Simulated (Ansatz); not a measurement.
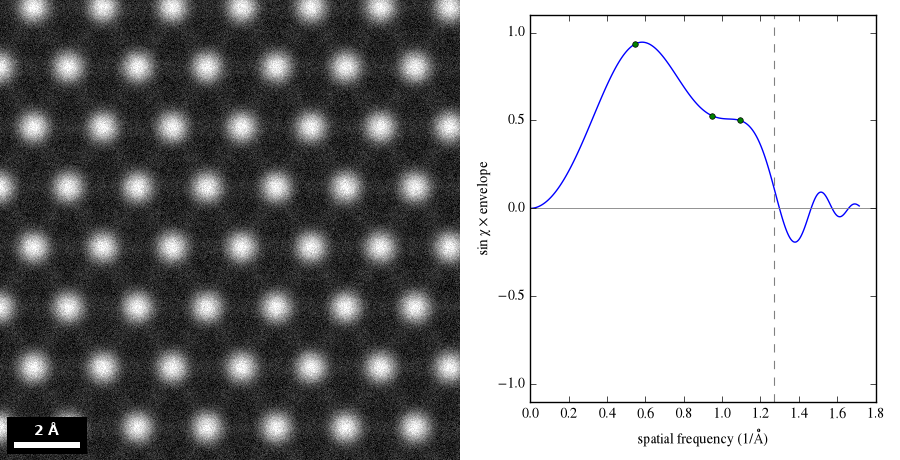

Phase-contrast TEM-like image of Ir (Pm-3m, No. 221) along [111]. Simulated in the weak-phase-object approximation with neutral-atom potentials: 200 kV, Cs = −13 µm, defocus +69 Å (negative is underfocus), defocus spread 12 Å, aperture 1.27 1/Å. Shot noise was added. Atomic positions: a calculation's starting geometry; the starting structure was generated, so it need not be a known form of this composition.

The plot gives the contrast transfer function, the aperture (dashed) and the crystal's spatial frequencies that carry visible contrast (dots).

Do the atom columns appear dark or bright, and why?

Answer. Bright. With negative Cs and overfocus sin χ is positive over the pass band, so the strongest columns (Ir) come out brighter than the background.

What point resolution do these settings give, and which lattice spacings pass?

Answer. About 0.8 Å (0.66 |Cs|^(1/4) λ^(3/4) with λ = 0.0251 Å). The spacings that carry visible contrast are {110} at 1.83 Å, {211} at 1.06 Å, {220} at 0.91 Å.
